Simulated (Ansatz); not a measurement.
## Two runs on Si

System: Si (4 atoms in the cell).
Method of the first run: DFT, r2SCAN, plane waves, PAW, no spin polarisation (Ansatz 0.2.0).

The structure was built on a prototype by a generator. The geometry comes from this level: r2SCAN (a point of a series of strains). Text and figures count atoms from 1; the logs count them from 0 in places.

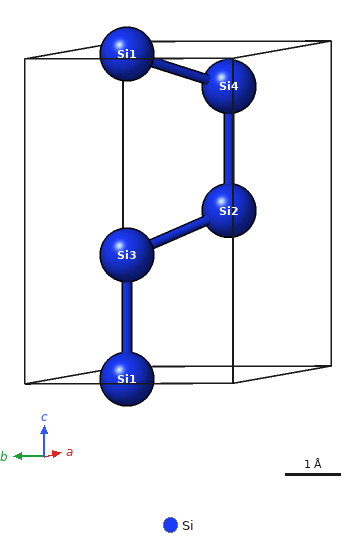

Figure 1. The input geometry (ball-and-stick view of the cell of the calculation, seen at an oblique angle; atoms are numbered from 1 in the order of the input). Near neighbours in the crystal (not all of them lie inside the picture): Si has 4 Si at 2.29 to 2.32 Å.

## Input, the first run
```yaml
crystal:
  lattice:
    - [3.8321295414, 0.0, 0.0]
    - [-1.9160647707, 3.3187215334, 0.0]
    - [0.0, 0.0, 6.0108394873]
  atoms:
    - { symbol: Si, position: [0.3333333333, 0.6666666667, -0.0033707419] }
    - { symbol: Si, position: [0.6666666667, 0.3333333333, 0.4966292581] }
    - { symbol: Si, position: [0.3333333333, 0.6666666667, 0.3783707419] }
    - { symbol: Si, position: [0.6666666667, 0.3333333333, 0.8783707419] }
kpoints:
  mp_grid: { grid: [12, 12, 4] }
  band_path:
    path:
      - [0.0, 0.0, 0.0]
      - [0.5, 0.0, 0.0]
      - [0.3333333333, 0.3333333333, 0.0]
      - [0.0, 0.0, 0.5]
      - [0.5, 0.0, 0.5]
      - [0.3333333333, 0.3333333333, 0.5]
    npoints: 1
hamiltonian:
  xc: r2scan
scf:
  occupations: { method: fermi_dirac, width: 0.02 }
  n_extra_bands: 5
output:
  forces: true
  stress: true
  eigenvalues: true
```

Hardware: 4 threads of an Arm (aarch64) CPU, shared host.

## Output, shortened to warnings, some set-up lines, iterations and results (the first run)
```
Basis set: ecut = 500 eV, 1911 PW (Γ), exchange–correlation on 120×120×180 points (64 copies of the dense FFT grid, shifted against one another)
Symmetry: 24 space group operations
k-points: 57 of 576
Initial density: superposition of atomic densities (neutral atoms: chi_scale 0, normalization atom), corrected by the library's trained network
[...]
SCF iter   1: F=—  HF=-2556.008799 eV  |F-HF|=—  |Δ(HF+E_count)|=         —  Δρ=4.00e-3  dr2=7.76e-3  dr2_τ=2.96e-2  ethr=1.77e-3  ⟨swp⟩=6.9  Hψ=5495  notcnv=0
SCF iter   2: F=—  HF=-2556.048482 eV  |F-HF|=—  |Δ(HF+E_count)|=   3.97e-2  Δρ=2.34e-3  dr2=2.66e-3  dr2_τ=1.45e-5  ethr=4.85e-5  ⟨swp⟩=2.4  Hψ=1919  notcnv=0  defer=52
SCF iter   3: F=—  HF=-2556.048551 eV  |F-HF|=—  |Δ(HF+E_count)|=   6.92e-5  Δρ=4.39e-4  dr2=9.48e-5  dr2_τ=2.02e-6  ethr=1.66e-5  ⟨swp⟩=2.0  Hψ=921  notcnv=0  defer=52
SCF iter   4: F=—  HF=-2556.048588 eV  |F-HF|=—  |Δ(HF+E_count)|=   3.72e-5  Δρ=9.91e-5  dr2=4.12e-6  dr2_τ=4.35e-8  ethr=5.92e-7  ⟨swp⟩=2.1  Hψ=1133  notcnv=0  defer=52
SCF iter   5: F=—  HF=-2556.048591 eV  |F-HF|=—  |Δ(HF+E_count)|=   2.68e-6  Δρ=2.22e-5  dr2=1.81e-7  dr2_τ=2.51e-9  ethr=2.57e-8  ⟨swp⟩=2.0  Hψ=1145  notcnv=0  defer=52
SCF iter   6: F=-2556.048591 eV  HF=-2556.048591 eV  |F-HF|=2.26e-9  |Δ(HF+E_count)|=   2.00e-7  Δρ=2.69e-6  dr2=2.91e-9  dr2_τ=3.35e-11  ethr=6.25e-10  ⟨swp⟩=8.4  Hψ=3661  …
SCF 1 converged in 6 iterations: F = -2556.048591 eV  dr2 = 2.91e-9
NSCF: frozen V_eff on 6 k-points
SCF converged after 6 iterations
Free energy (F): -2556.048591 eV
Harris-Foulkes:  -2556.048591 eV  (|F-HF|=2.26e-9)
Internal energy: -2556.048586 eV  (E = F + TS)
E sigma→0 (E₀):  -2556.048589 eV
Entropy (-TS):   -0.000005 eV (-0.001 meV/atom)
Fermi energy:    7.007404 eV
--- Per-component energies (eV) ---
  E_band       = 19.638092
  E_kinetic    = 165.486132
  E_local      = -102.995727  (includes V_loc(G=0)·N_el)
  E_nonlocal   = 101.551127
  E_hartree    = 29.679794
  E_xc         = -207.734846
  E_vxc        = -201.311516  (∫ρ·V_xc dr)
  E_paw        = -2078.426350  (= ΣΔE_a)
  E_vpaw       = -10.318831  (= ΣTr[D̂ρ^β])
  E_aug_tail   = 0.000018  (compensation charges beyond the density's cutoff)
  E_vtau       = 7.867194  (kinetic-family band-sum trace: ∫τ·v_τ [+ j·A + Jᵃ·Aᵃ] dr)
  E_ewald      = -463.303002
  E_core_change = -0.305732  (= ΣΔE_core)
  E_smearing   = -0.000005  (= −TS)
  E_closure    = 0.000000  (closes the sum)
  Σ components = -2556.048591   (vs F -2556.048591, Δ=0.00e0)
--- Forces (eV/Å), atoms counted from 1 ---
  atom   1  Si     0.00000000    -0.00000000    -0.00005993
  atom   2  Si     0.00000000     0.00000000    -0.00005993
  atom   3  Si     0.00000000    -0.00000000     0.00005993
  atom   4  Si     0.00000000     0.00000000     0.00005993
  max |Σ_I F_I| component: 1.25e-16 eV/Å
--- Stress (GPa, compression-positive) ---
        2.317961      -0.000000       0.000000
        0.000000       2.317961       0.000000
        0.000000       0.000000      13.236679
  P = ⅓ Tr σ = 5.9575 GPa (59.575 kbar)
```

For the second run the input was changed thus:
```diff
-  xc: r2scan
+  xc: pbe
```

What does this change do to the results?

The total energies belong to different methods, so their difference says nothing on which is more stable or more accurate. The gap on the mesh goes from 0.24 to 0.07 eV. The pressure goes from 5.96 to 7.03 GPa. The largest force goes from 0.000 to 0.047 eV/Å. The functional changes from r2SCAN to PBE. The number of SCF iterations is the same. The default cutoff goes from 500 to 420 eV with the change. The plane waves at Γ go from 1911 to 1485.

## Output, shortened to warnings, some set-up lines, iterations and results (the second run)
```
Basis set: ecut = 420 eV, 1485 PW (Γ), exchange–correlation on 54×54×90 points (8 copies of the dense FFT grid, shifted against one another)
Symmetry: 24 space group operations
k-points: 57 of 576
Initial density: superposition of atomic densities (neutral atoms: chi_scale 0, normalization atom), corrected by the library's trained network
[...]
SCF iter   1: F=—  HF=-2543.006323 eV  |F-HF|=—  |Δ(HF+E_count)|=         —  Δρ=1.12e-3  dr2=9.81e-4  ethr=1.77e-3  ⟨swp⟩=6.7  Hψ=5387  notcnv=0
SCF iter   2: F=—  HF=-2543.006960 eV  |F-HF|=—  |Δ(HF+E_count)|=   6.37e-4  Δρ=5.05e-4  dr2=1.56e-4  ethr=6.13e-6  ⟨swp⟩=2.2  Hψ=1791  notcnv=0  defer=20
SCF iter   3: F=—  HF=-2543.007090 eV  |F-HF|=—  |Δ(HF+E_count)|=   1.30e-4  Δρ=7.66e-5  dr2=2.36e-6  ethr=9.76e-7  ⟨swp⟩=2.2  Hψ=1150  notcnv=0  defer=20
SCF iter   4: F=—  HF=-2543.007104 eV  |F-HF|=—  |Δ(HF+E_count)|=   1.41e-5  Δρ=2.18e-5  dr2=2.05e-7  ethr=1.47e-8  ⟨swp⟩=2.1  Hψ=1136  notcnv=0  defer=20
SCF iter   5: F=-2543.007105 eV  HF=-2543.007105 eV  |F-HF|=2.98e-9  |Δ(HF+E_count)|=   7.91e-7  Δρ=1.25e-6  dr2=1.42e-9  ethr=1.28e-9  ⟨swp⟩=2.0  Hψ=1146  notcnv=0  defer=20
SCF iter   6: F=-2543.007105 eV  HF=-2543.007105 eV  |F-HF|=2.27e-10  |Δ(HF+E_count)|=   3.52e-9  Δρ=3.43e-7  dr2=6.76e-11  ethr=8.85e-12  ⟨swp⟩=4.6  Hψ=3272  notcnv=0
SCF 1 converged in 6 iterations: F = -2543.007105 eV  dr2 = 6.76e-11
NSCF: frozen V_eff on 6 k-points
SCF converged after 6 iterations
Free energy (F): -2543.007105 eV
Harris-Foulkes:  -2543.007105 eV  (|F-HF|=2.27e-10)
Internal energy: -2543.006979 eV  (E = F + TS)
E sigma→0 (E₀):  -2543.007042 eV
Entropy (-TS):   -0.000126 eV (-0.032 meV/atom)
Fermi energy:    6.976456 eV
--- Per-component energies (eV) ---
  E_band       = 24.542257
  E_kinetic    = 164.941153
  E_local      = -105.713281  (includes V_loc(G=0)·N_el)
  E_nonlocal   = 105.297701
  E_hartree    = 29.628215
  E_xc         = -222.287543
  E_vxc        = -188.982767  (∫ρ·V_xc dr)
  E_paw        = -2051.570245  (= ΣΔE_a)
  E_vpaw       = -10.257000  (= ΣTr[D̂ρ^β])
  E_aug_tail   = 0.000024  (compensation charges beyond the density's cutoff)
  E_ewald      = -463.303002
  E_smearing   = -0.000126  (= −TS)
  E_closure    = 0.000000  (closes the sum)
  Σ components = -2543.007105   (vs F -2543.007105, Δ=0.00e0)
--- Forces (eV/Å), atoms counted from 1 ---
  atom   1  Si     0.00000000    -0.00000000    -0.04652152
  atom   2  Si     0.00000000     0.00000000    -0.04652152
  atom   3  Si     0.00000000    -0.00000000     0.04652152
  atom   4  Si     0.00000000     0.00000000     0.04652152
  max |Σ_I F_I| component: 8.79e-17 eV/Å
--- Stress (GPa, compression-positive) ---
        3.715802       0.000000       0.000000
        0.000000       3.715802       0.000000
        0.000000       0.000000      13.645237
  P = ⅓ Tr σ = 7.0256 GPa (70.256 kbar)
```

## The two runs side by side

| quantity | the first run | the second run |
| --- | --- | --- |
| outcome | converged | converged |
| free energy per atom (eV) | −639.0121 | −635.7518 |
| gap on the mesh (eV) | 0.24 | 0.07 |
| pressure (GPa) | 5.96 | 7.03 |
| largest force (eV/Å) | 0.000 | 0.047 |
| SCF iterations | 6 | 6 |
| irreducible k-points | 57 | 57 |
| plane waves at Γ | 1911 | 1485 |
| wall time (shared host) | 4.1 s | 2.1 s |
